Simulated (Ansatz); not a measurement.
# MoS: geometry relaxation

MoS (Fm-3m, 2 atoms in the cell), computed with DFT PBEsol, scalar-relativistic, plane waves, PAW, no spin polarisation (Ansatz 0.2.0).

The structure was built on a prototype by a generator; it need not be a known phase. Figures and captions count atoms from 1; the log counts them from 0 in places.

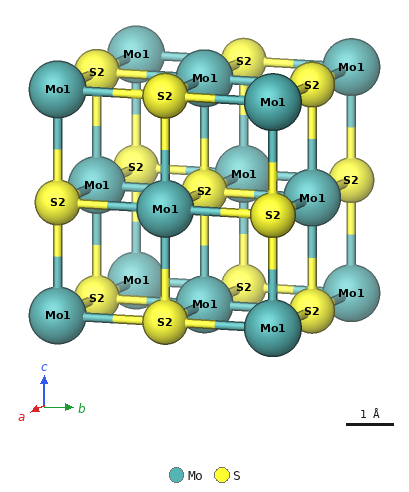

The input geometry (ball-and-stick view of the cell 4 times as large as that of the calculation, set on its symmetry axes, seen slightly off an axis; atoms are numbered from 1 in the order of the input). An atom can appear more than once, as a periodic image.

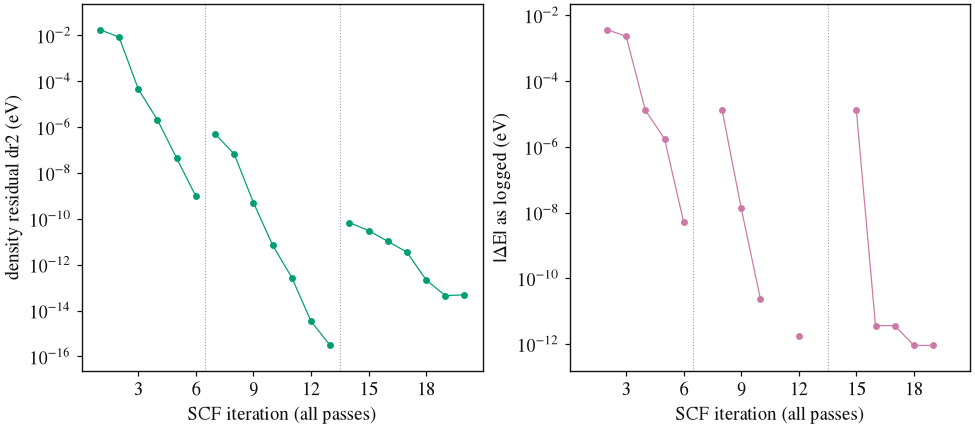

Convergence of the self-consistent field: density residual dr2 and size of the energy change against the SCF iteration. The dotted lines part the SCF passes of the relaxation: geometry steps, rejected trials and re-solves on a re-selected basis. The passes take 6, 7 and 7 iterations.

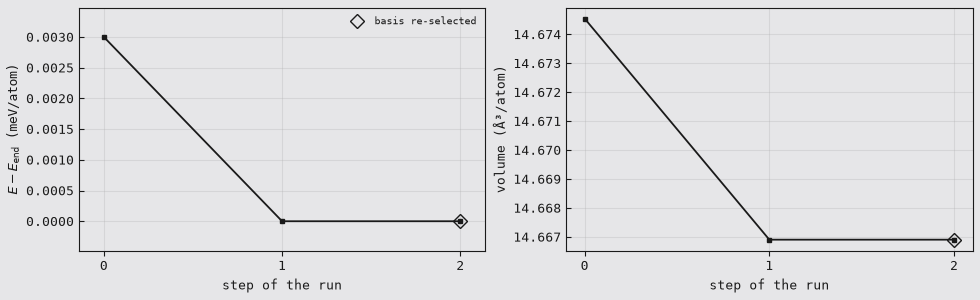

Progress of the relaxation, step by step (the first geometry is step 0 here and step 1 in the log). The energy falls by next to nothing (0.0 meV per atom) in 1 geometry step. All forces vanish by symmetry, so only the cell relaxes. The pressure goes from −0.09 to 0.01 GPa. The atoms keep their places (all moves are under 0.005 Å). The lattice vectors keep their values. The space group stays Fm-3m (No. 225). A last SCF at the same geometry on a re-selected plane-wave basis shifts the energy by next to nothing (0.0 meV per atom).

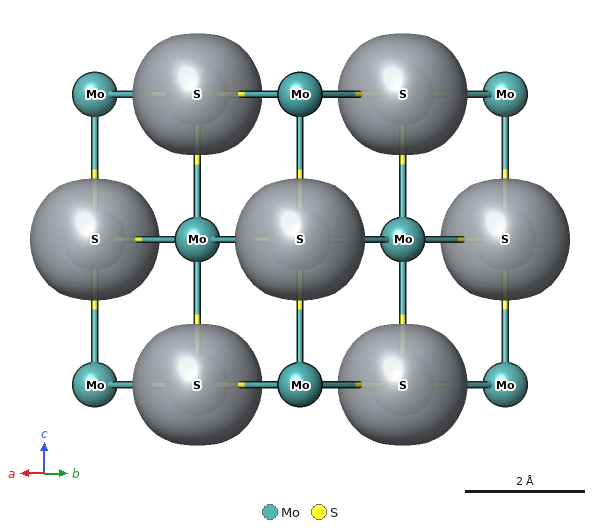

Isosurface of the ELF at 0.65 (grey), seen along [110]. Core shells and regions of very low density are left out. Sticks mark near contacts. The outline is the cell set on symmetry axes. Along the contacts the grid gives the following. Mo–S (2.45 Å): the ELF is about 0.30 at the midpoint. Core electrons are frozen (PAW), so the fields are smoothed inside the atomic spheres.

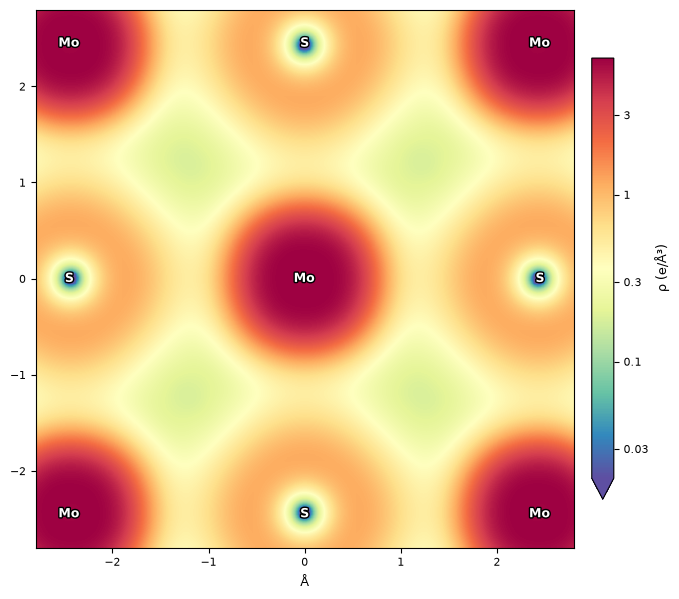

Valence electron density on the (010) plane of the conventional cell. Atoms in the plane: Mo and S. Mo–S (2.45 Å): ρ is about 0.5 e/Å³ halfway. Away from the nuclei the density in this plane falls to 0.18 e/Å³ at its lowest.

These pictures come from the run below.

The input:
```yaml
crystal:
  lattice:
    - [0.0, 2.4482445726, 2.4482445726]
    - [2.4482445726, 0.0, 2.4482445726]
    - [2.4482445726, 2.4482445726, 0.0]
  atoms:
    - { symbol: Mo, position: [0.0, 0.0, 0.0] }
    - { symbol: S, position: [0.5, 0.5, 0.5] }
basis:
  ecutwfc: 420
kpoints:
  mp_grid: { grid: [14, 14, 14] }
hamiltonian:
  xc: pbesol
scf:
  occupations: { method: gaussian, width: 0.1 }
output:
  forces: true
  stress: true
  eigenvalues: true
  write_density: true
  write_potential: true
  elf: true
  volumetric_format: npy
relax:
  adjacent_minimum: "off"
  f_tol: 0.01
  max_steps: 80
  cell: { stress_tol: 0.05 }
```

Command:
```bash
ansatz run input.yaml --threads 1 --pin off --max-ram 2560MiB --backend cpu --events-out ev --progress --plain --runs-dir out
```

The program's output:
```
Engine: ansatz 0.2.0, x86_64-unknown-linux-gnu
Pseudopotentials: kind: paw
Pseudopotential: Mo, paw, valence charge 14, recommended cutoff 420 eV (normal), Mo.paw.azcp
Pseudopotential: S, paw, valence charge 6, recommended cutoff 420 eV (normal), S.paw.azcp
Functional definition: PBEsol
  exchange = pbesol_x
  correlation = pbesol_c
Crystal: 2 atoms, lattice volume = 29.349 Å³
Basis set: ecut = 420 eV, 537 PW (Γ), exchange–correlation on 48×48×48 points (8 copies of the dense FFT grid, shifted against one another)
Bands: 14, of which v1, the nominal top of the filled ones, is band 10 counted from 1 (9 counted from 0)
Symmetry: 48 space group operations
Space group: Fm-3m (ITA 225), of the structure as read, at distance tolerance 3.1e-5 Å
k-points: 104 of 2744
Non-local potential: Mo, projectors of the file, l = 0: 3, l = 1: 2, l = 2: 2, l = 3: 1
Non-local potential: S, projectors of the file, l = 0: 2, l = 1: 2, l = 2: 2
PAW form: soft (Blöchl's): semilocal exchange-correlation on the pseudo side does not see the compensation charge
PAW frozen core: Mo, regenerated for the run's functional, and the local potential with it (the file was generated under x = pbe(κ = 0.804, μ = 0.2195149727645171), c = pbe(β = 0.06672455060314922))
PAW frozen core: S, regenerated for the run's functional, and the local potential with it (the file was generated under x = pbe(κ = 0.804, μ = 0.2195149727645171), c = pbe(β = 0.06672455060314922))
PAW one-centre angular grid: Mo, 590 points (default); XC on 64 Gauss nodes
PAW one-centre angular grid: S, 110 points (default); XC on 64 Gauss nodes
Initial density: superposition of atomic densities (neutral atoms: chi_scale 0, normalization atom), corrected by the library's trained network
Initial wavefunctions: pseudopotential atomic-orbital guess
Functional: x = pbesol(κ = 0.804, μ = 0.12345679012345678), c = pbesol(β = 0.046)
SCF iter   1: F=—  HF=-5782.204043 eV  |F-HF|=—  |Δ(HF+E_count)|=         —  Δρ=6.74e-3  dr2=1.80e-2  ethr=1.77e-3  ⟨swp⟩=5.0  Hψ=8285  notcnv=0
preconditioner: auto → none  [metal: Δε(μ)=0.034 eV  Ē_g=8.663 eV  σ=0.100 eV  W_gap=0.19  n_scr=8 (ndim 8)  ℏωp=23.7 eV  f_vac=0.000  D(μ)=2.55/eV (n_scr^D=26)  sad-step TF]
SCF iter   2: F=—  HF=-5782.200354 eV  |F-HF|=—  |Δ(HF+E_count)|=   3.69e-3  Δρ=4.38e-3  dr2=8.40e-3  ethr=9.01e-5  ⟨swp⟩=1.0  Hψ=2288  notcnv=0
SCF iter   3: F=—  HF=-5782.198045 eV  |F-HF|=—  |Δ(HF+E_count)|=   2.31e-3  Δρ=4.65e-4  dr2=4.58e-5  ethr=4.20e-5  ⟨swp⟩=2.1  Hψ=1911  notcnv=0
SCF iter   4: F=—  HF=-5782.198032 eV  |F-HF|=—  |Δ(HF+E_count)|=   1.31e-5  Δρ=9.62e-5  dr2=2.05e-6  ethr=2.29e-7  ⟨swp⟩=2.2  Hψ=2483  notcnv=0
iter 5 did not close the SCF: its close was put off for the readings that it lacked (scf_convergence_deferred on its scf_iter line)
SCF iter   5: F=-5782.198033 eV  HF=-5782.198033 eV  |F-HF|=2.92e-8  |Δ(HF+E_count)|=   1.75e-6  Δρ=1.41e-5  dr2=4.44e-8  ethr=1.02e-8  ⟨swp⟩=2.8  Hψ=2305  notcnv=0
SCF iter   6: F=-5782.198033 eV  HF=-5782.198033 eV  |F-HF|=1.64e-11  |Δ(HF+E_count)|=   5.09e-9  Δρ=3.03e-6  dr2=9.68e-10  ethr=2.22e-10  ⟨swp⟩=5.3  Hψ=7848  notcnv=0
SCF 1 converged in 6 iterations: F = -5782.198033 eV  dr2 = 9.68e-10
  greatest PAW one-centre occupation: 0.999 electrons in one spin orbital (limit 2), on the Mo atom at site 0 (counted from 0), in its partial waves of l = 0
relax step   1: F+E_penalty+E_count = -5782.19803343 eV  Δ(F+E_penalty+E_count) = +0.000e0 eV  max|allowed force component| = 2.551e-29 eV/Å  Δτ_max = 0.0000 Å  P = -0.093 GPa  Ω = 29.349 Å³  (6 SCF iters, dr2 threshold 1.00e-7 eV, accepted)
Crystal: 2 atoms, lattice volume = 29.334 Å³
Initial density: handed on by an earlier stage of this run
Initial wavefunctions: those handed on with the density
iter 1 solved again at ethr=2.48e-9 eV; its pass at ethr=3.10e-3 eV (dr2=4.96e-7 eV) is discarded
SCF iter   1: F=—  HF=-5782.198053 eV  |F-HF|=—  |Δ(HF+E_count)|=         —  Δρ=3.49e-5  dr2=5.11e-7  ethr=2.48e-9  ⟨swp⟩=2.0  Hψ=8940  notcnv=0
preconditioner: auto → none  [metal: Δε(μ)=0.012 eV  Ē_g=8.683 eV  σ=0.100 eV  W_gap=0.07  n_scr=8 (ndim 8)  ℏωp=23.7 eV  f_vac=0.000  D(μ)=2.56/eV (n_scr^D=26)]
SCF iter   2: F=—  HF=-5782.198039 eV  |F-HF|=—  |Δ(HF+E_count)|=   1.33e-5  Δρ=1.39e-5  dr2=6.69e-8  ethr=2.48e-9  ⟨swp⟩=1.8  Hψ=1886  notcnv=0
iter 3 did not close the SCF: its close was put off for the readings that it lacked (scf_convergence_deferred on its scf_iter line)
SCF iter   3: F=-5782.198039 eV  HF=-5782.198039 eV  |F-HF|=1.33e-10  |Δ(HF+E_count)|=   1.34e-8  Δρ=1.66e-6  dr2=5.15e-10  ethr=3.34e-10  ⟨swp⟩=2.0  Hψ=1848  notcnv=0
iter 4 did not close the SCF: its close was put off for the readings that it lacked (scf_convergence_deferred on its scf_iter line)
SCF iter   4: F=-5782.198039 eV  HF=-5782.198039 eV  |F-HF|=1.82e-12  |Δ(HF+E_count)|=  2.36e-11  Δρ=2.12e-7  dr2=7.22e-12  ethr=2.57e-12  ⟨swp⟩=2.4  Hψ=2112  notcnv=0
iter 5 did not close the SCF: its close was put off for the readings that it lacked (scf_convergence_deferred on its scf_iter line)
SCF iter   5: F=-5782.198039 eV  HF=-5782.198039 eV  |F-HF|=1.82e-12  |Δ(HF+E_count)|=    0.00e0  Δρ=6.47e-8  dr2=2.76e-13  ethr=1.00e-12  ⟨swp⟩=1.0  Hψ=1456  notcnv=0
iter 6 did not close the SCF: its close was put off for the readings that it lacked (scf_convergence_deferred on its scf_iter line)
SCF iter   6: F=-5782.198039 eV  HF=-5782.198039 eV  |F-HF|=9.09e-13  |Δ(HF+E_count)|=  1.82e-12  Δρ=6.15e-9  dr2=3.46e-15  ethr=1.00e-12  ⟨swp⟩=1.0  Hψ=1456  notcnv=0
SCF iter   7: F=-5782.198039 eV  HF=-5782.198039 eV  |F-HF|=9.09e-13  |Δ(HF+E_count)|=    0.00e0  Δρ=1.20e-9  dr2=3.03e-16  ethr=1.00e-12  ⟨swp⟩=2.1  Hψ=4419  notcnv=0
SCF 2 converged in 7 iterations: F = -5782.198039 eV  dr2 = 3.03e-16
relax step   2: F+E_penalty+E_count = -5782.19803938 eV  Δ(F+E_penalty+E_count) = -5.952e-6 eV  max|allowed force component| = 1.315e-30 eV/Å  Δτ_max = 0.0000 Å  P = +0.008 GPa  Ω = 29.334 Å³  energy of the carried Pulay correction = +1.886e-6 eV  (7 SCF iters, accepted)
Initial wavefunctions: pseudopotential atomic-orbital guess (no wavefunctions were taken with the density)
iter 1 solved again at ethr=4.77e-8 eV; its pass at ethr=3.10e-3 eV (dr2=9.54e-6 eV) is discarded
SCF iter   1: F=—  HF=-5782.198052 eV  |F-HF|=—  |Δ(HF+E_count)|=         —  Δρ=5.50e-7  dr2=6.91e-11  ethr=4.77e-8  ⟨swp⟩=3.0  Hψ=12613  notcnv=0
eigensolver tolerance schedule: the retry pair's looser diagonalisation over-reported the residual by 137961.44 of it (diagonalisation noise at an unbounded share of the residual, at the tolerance the schedule requests for it); recorded, not acted on — ethr = c·dr2/N_el stays at c = 1.0e-1
preconditioner: auto → none  [metal: Δε(μ)=0.013 eV  Ē_g=8.682 eV  σ=0.100 eV  W_gap=0.07  n_scr=8 (ndim 8)  ℏωp=23.7 eV  f_vac=0.000  D(μ)=2.56/eV (n_scr^D=26)]
SCF iter   2: F=—  HF=-5782.198039 eV  |F-HF|=—  |Δ(HF+E_count)|=   1.31e-5  Δρ=3.49e-7  dr2=3.10e-11  ethr=1.00e-12  ⟨swp⟩=3.0  Hψ=2944  notcnv=0
iter 3 did not close the SCF: its close was put off for the readings that it lacked (scf_convergence_deferred on its scf_iter line)
SCF iter   3: F=-5782.198039 eV  HF=-5782.198039 eV  |F-HF|=1.09e-11  |Δ(HF+E_count)|=  3.64e-12  Δρ=2.14e-7  dr2=1.06e-11  ethr=1.00e-12  ⟨swp⟩=1.0  Hψ=1456  notcnv=0
iter 4 did not close the SCF: its close was put off for the readings that it lacked (scf_convergence_deferred on its scf_iter line)
SCF iter   4: F=-5782.198039 eV  HF=-5782.198039 eV  |F-HF|=2.73e-12  |Δ(HF+E_count)|=  3.64e-12  Δρ=1.27e-7  dr2=3.55e-12  ethr=1.00e-12  ⟨swp⟩=1.0  Hψ=1456  notcnv=0
iter 5 did not close the SCF: its close was put off for the readings that it lacked (scf_convergence_deferred on its scf_iter line)
SCF iter   5: F=-5782.198039 eV  HF=-5782.198039 eV  |F-HF|=1.82e-12  |Δ(HF+E_count)|=  9.09e-13  Δρ=3.34e-8  dr2=2.20e-13  ethr=1.00e-12  ⟨swp⟩=1.0  Hψ=1456  notcnv=0
iter 6 did not close the SCF: its close was put off for the readings that it lacked (scf_convergence_deferred on its scf_iter line)
SCF iter   6: F=-5782.198039 eV  HF=-5782.198039 eV  |F-HF|=1.82e-12  |Δ(HF+E_count)|=  9.09e-13  Δρ=1.34e-8  dr2=4.50e-14  ethr=1.00e-12  ⟨swp⟩=1.0  Hψ=1456  notcnv=0
SCF iter   7: F=-5782.198039 eV  HF=-5782.198039 eV  |F-HF|=9.09e-13  |Δ(HF+E_count)|=    0.00e0  Δρ=1.48e-8  dr2=4.88e-14  ethr=1.00e-12  ⟨swp⟩=2.0  Hψ=4073  notcnv=0
SCF 3 converged in 7 iterations: F = -5782.198039 eV  dr2 = 4.88e-14
relax step   3: F+E_penalty+E_count = -5782.19803906 eV  Δ(F+E_penalty+E_count) = +3.166e-7 eV  max|allowed force component| = 1.413e-30 eV/Å  Δτ_max = 0.0000 Å  P = +0.008 GPa  Ω = 29.334 Å³  stress off target by 7.70e-3 GPa  SCF on the basis re-selected at this cell (its energy is not comparable with the rows above)  (7 SCF iters)
basis re-selected at this cell: Δ(F+E_penalty+E_count) = +3.166e-7 eV, ΔP = -0.000 GPa vs the last step (what re-selecting the basis moved, of the pressure what is left beyond the Pulay correction that the steps carried, after the strain that the cell walked since its last selection, with what the two solves' SCF thresholds leave and, on support functions, any second-order correction that the steps lacked; it is no measure of the basis error at this ecutwfc). This SCF's stress stands 7.70e-3 GPa from its target on what of the cell is left free (relax.cell.stress_tol is 5.00e-2 GPa) and its largest allowed force component is 1.41e-30 eV/Å (relax.f_tol is 1.00e-2 eV/Å): within both
SCF converged after 7 iterations
Free energy (F): -5782.198039 eV
Harris-Foulkes:  -5782.198039 eV  (|F-HF|=9.09e-13)
Internal energy: -5782.185217 eV  (E = F + TS)
E sigma→0 (E₀):  -5782.191628 eV
Entropy (-TS):   -0.012822 eV (-6.411 meV/atom)
Fermi energy:    17.392202 eV
--- Per-component energies (eV) ---
  E_band       = -61.479942
  E_kinetic    = 555.376860
  E_local      = -1017.786322  (includes V_loc(G=0)·N_el)
  E_nonlocal   = 174.986337
  E_hartree    = 347.686094
  E_xc         = -280.175049
  E_vxc        = -318.141649  (∫ρ·V_xc dr)
  E_paw        = -3728.979881  (= ΣΔE_a)
  E_vpaw       = -151.287401  (= ΣTr[D̂ρ^β])
  E_aug_tail   = 0.000044  (compensation charges beyond the density's cutoff)
  E_ewald      = -1833.564547
  E_core_change = 0.271249  (= ΣΔE_core)
  E_smearing   = -0.012822  (= −TS)
  E_closure    = -0.000000  (closes the sum)
  Σ components = -5782.198039   (vs F -5782.198039, Δ=0.00e0)
--- Forces (eV/Å), atoms counted from 1 ---
  atom   1  Mo    -0.00000000     0.00000000    -0.00000000
  atom   2  S      0.00000000     0.00000000     0.00000000
  max |Σ_I F_I| component: 1.48e-30 eV/Å
--- Stress (GPa, compression-positive) ---
        0.007695       0.000000      -0.000000
        0.000000       0.007695       0.000000
       -0.000000       0.000000       0.007695
  P = ⅓ Tr σ = 0.0077 GPa (0.077 kbar)
--- Band table (eV; the first three rows and the last of 104) ---
  k-point 0: bands = ["-43.9877", "-18.0852", "-18.0852", "-18.0852", "0.8419", "14.4384", "14.4384", "14.4384", "14.8215", "14.8215", "14.8215", "15.2699", "15.2699", "21.1406"]
  k-point 1: bands = ["-43.9867", "-18.0979", "-18.0865", "-18.0865", "0.9222", "13.6673", "13.7342", "13.7342", "14.9603", "14.9603", "15.3191", "16.0423", "16.0423", "21.4672"]
  k-point 2: bands = ["-43.9839", "-18.1333", "-18.0902", "-18.0902", "1.1554", "12.5597", "12.8852", "12.8852", "15.2284", "15.2284", "15.7543", "17.2329", "17.2329", "22.2635"]
  k-point 103: bands = ["-43.9609", "-18.2462", "-18.2184", "-18.1765", "2.5228", "10.7705", "10.8698", "11.0473", "16.1766", "17.1717", "18.0616", "18.1961", "18.7799", "24.9783"]
--- Relaxed structure (2 steps of the walk, 2 accepted, 1 SCFs on fresh bases) ---
  F+E_penalty+E_count = -5782.19803906 eV   max|allowed force component| = 1.413e-30 eV/Å   (the final SCF, on the basis selected at the relaxed cell)
  cell:  # Å, volume = 29.3338 Å³
    - [3.821529024671693e-35, 2.4478204267178865, 2.4478204267178865]
    - [2.4478204267178865, 5.852904681537302e-35, 2.4478204267178865]
    - [2.4478204267178865, 2.4478204267178865, -5.1631035958218666e-36]
  atoms:
    - { symbol: Mo, position: [8.808925082261297e-36, -8.808925082261297e-36, -8.399207636574725e-36] }
    - { symbol: S, position: [0.5, 0.5, 0.5] }
```

Trajectory as extended XYZ (Å, eV, eV/Å), 3 frames, from step=1 to step=3:
```
2
Lattice="0.0000 2.4482 2.4482 2.4482 0.0000 2.4482 2.4482 2.4482 0.0000" Properties=species:S:1:pos:R:3:forces:R:3 step=1 energy=-5782.19803 pressure_GPa=-0.09
Mo    0.0000    0.0000    0.0000    0.0000   0.0000   0.0000
S     2.4482    2.4482    2.4482    0.0000   0.0000   0.0000
2
Lattice="0.0000 2.4478 2.4478 2.4478 0.0000 2.4478 2.4478 2.4478 0.0000" Properties=species:S:1:pos:R:3:forces:R:3 step=2 energy=-5782.19804 pressure_GPa=0.01
Mo    0.0000    0.0000    0.0000    0.0000   0.0000   0.0000
S     2.4478    2.4478    2.4478    0.0000   0.0000   0.0000
2
Lattice="0.0000 2.4478 2.4478 2.4478 0.0000 2.4478 2.4478 2.4478 0.0000" Properties=species:S:1:pos:R:3:forces:R:3 step=3 energy=-5782.19804 pressure_GPa=0.01
Mo    0.0000    0.0000    0.0000    0.0000   0.0000   0.0000
S     2.4478    2.4478    2.4478    0.0000   0.0000   0.0000
```

Results in brief:

| quantity | value |
| --- | --- |
| outcome | converged |
| space group (tolerance 0.01 Å) | Fm-3m (225) |
| electrons treated | 20 |
| free energy | −5782.1980 eV |
| Fermi energy | 17.392 eV |
| gap on the k-point mesh | none (metallic) |
| pressure | 0.01 GPa |
| final volume | 29.33 Å³ |
| largest force (length of the vector) at the end | under 0.001 eV/Å |
| final cell | a = 3.462 Å, b = 3.462 Å, c = 3.462 Å, α = 60.00°, β = 60.00°, γ = 60.00° |
| hardware | 1 thread of Intel Xeon @ 2.70GHz, 189 GiB of memory available, shared host |
| wall time | 8.6 s |
| peak memory | 0.38 GiB |
